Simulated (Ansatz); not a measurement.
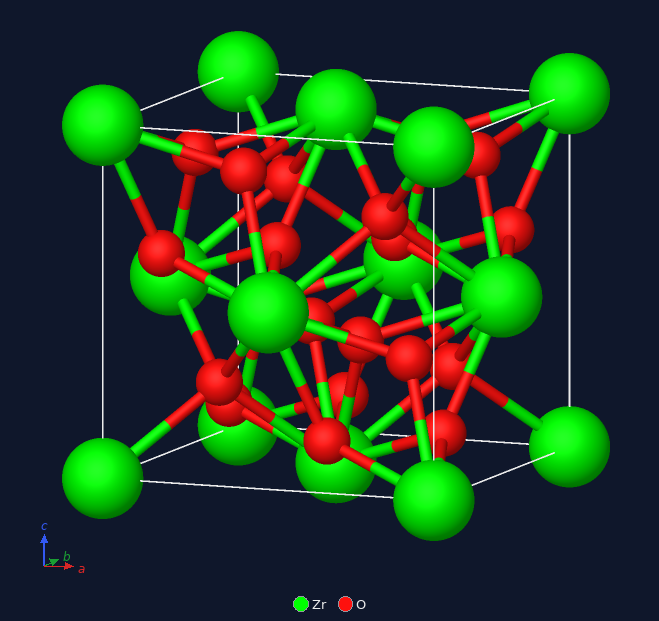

The crystal in a ball-and-stick representation, seen slightly off an axis. Atoms at the boundary of the conventional unit cell (the box) are drawn once for each face, edge or corner they touch. Cell: a = 5.94 Å, b = 5.94 Å, c = 5.94 Å, α = 90.00°, β = 90.00°, γ = 90.00°.

The model was built from a structure type filled with these elements by a generator (whether the compound takes this form wasn't checked). Earlier steps of the study may have refined or changed the cell and positions. It went into a calculation with Ansatz.

In words:

Its composition is ZrO5. It is face-centred cubic, space group F-43m (No. 216). The cell has 24 atoms, namely 4 Zr, 20 O. The coordination shell of Zr holds 16 O at about 2.5 to 2.6 Å. O takes two kinds of site: 4c with four Zr in a tetrahedral arrangement at about 2.6 Å; 16e with three Zr at about 2.5 Å. The bonds build a three-dimensional framework.

Level of theory: Ansatz, DFT PBE, scalar-relativistic, plane waves, PAW. Settings were cutoff 420 eV, k-points about 0.15 Å⁻¹ apart, Gaussian smearing of 0.1 eV, no spin polarisation.

What does the calculation say: metal or gapped?

A metal: bands cross the Fermi level.

How are the electrons shared out in a Bader analysis?

Zr +2.58 e; O -0.81 to -0.44 e.

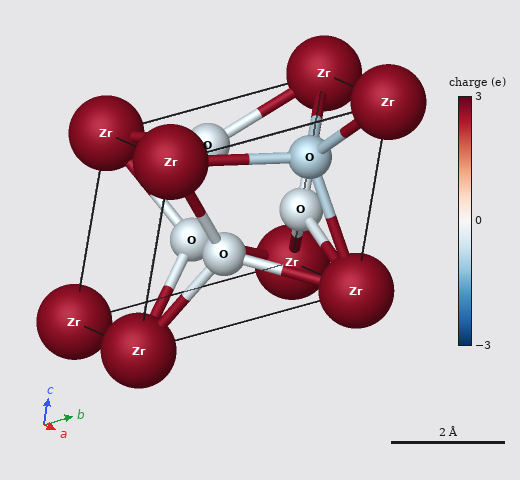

The atoms coloured by those charges. The run's cell of 6 atoms is drawn, so axes and origin can differ from the first picture.

Does the calculation find this structure at rest?

Yes. All forces vanish to within 0.01 eV/Å. The pressure is 0.0 GPa, close to zero.
